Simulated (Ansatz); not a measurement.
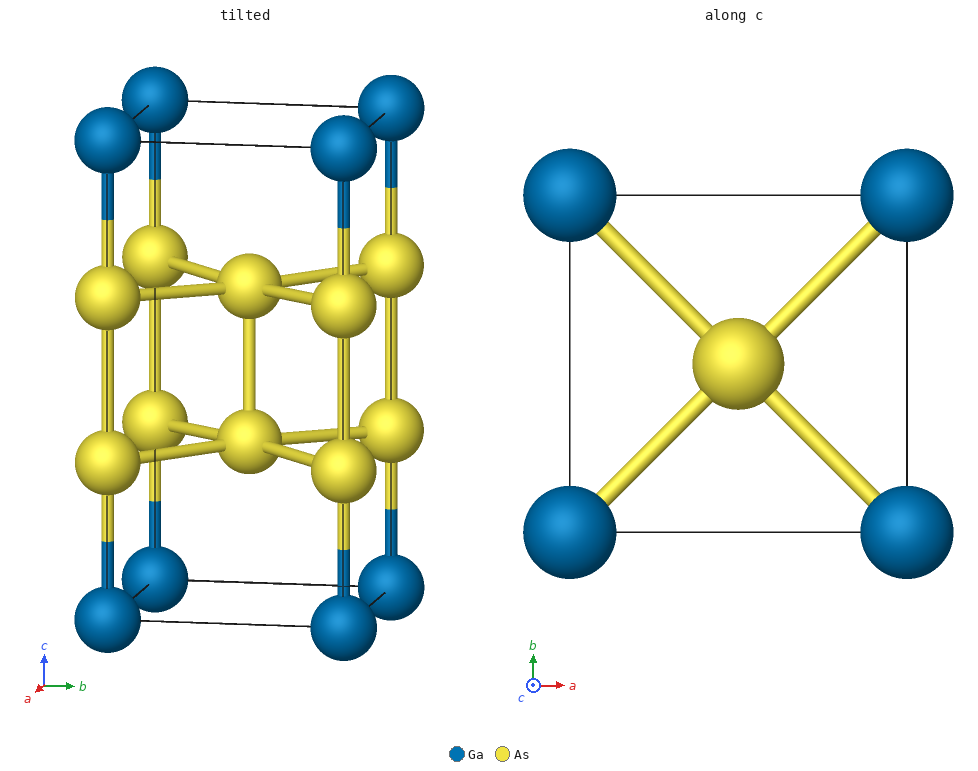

This ball-and-stick model is shown slightly off an axis and along the c axis. The parallelepiped is the conventional unit cell. Cell: a = 3.89 Å, b = 3.89 Å, c = 7.85 Å, α = 90.00°, β = 90.00°, γ = 90.00°.

Provenance: a random cell made by a generator, so it need not be a real form of the compound. Earlier steps of the study, as a rule a relaxation of our own, may have changed the cell and positions, so they can lie some per cent off the listed ones. A calculation with Ansatz used it as input.

Q: State composition, symmetry and coordination.

A: The compound is GaAs$_{4}$. Its lattice is primitive tetragonal, its space group P4/mmm (No. 123). With Z = 1, the cell contains 1 Ga, 4 As. Numbers of contacts at bonding distance: Ga 2 and As 5 to 6 (mean 5.5).

Setup: DFT PBE, scalar-relativistic, plane waves, PAW (Ansatz); a 420 eV plane-wave basis, k-mesh 10×10×6, Gaussian smearing of 0.1 eV, no spin polarisation.

Q: Does it come out as a metal, or with a gap?

A: A metal: bands cross the Fermi level.

Q: What does a Bader analysis give?

A: Ga +0.32 e; As -0.12 to -0.04 e.

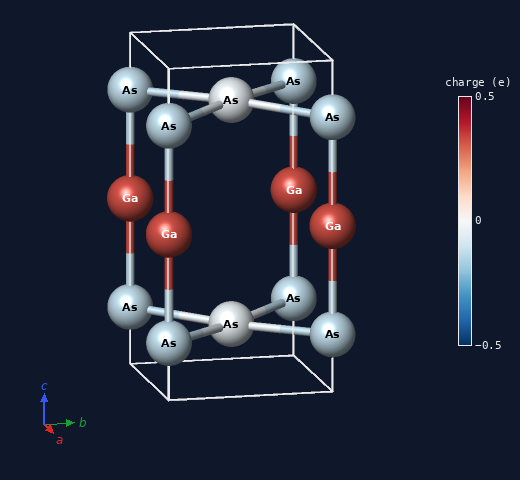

The atoms coloured by those charges. The run's cell of 5 atoms is drawn, so axes and origin can differ from the first picture.

Q: Has the structure come to rest?

A: Yes. The largest force is 0.01 eV/Å. The pressure is 0.0 GPa, close to zero.
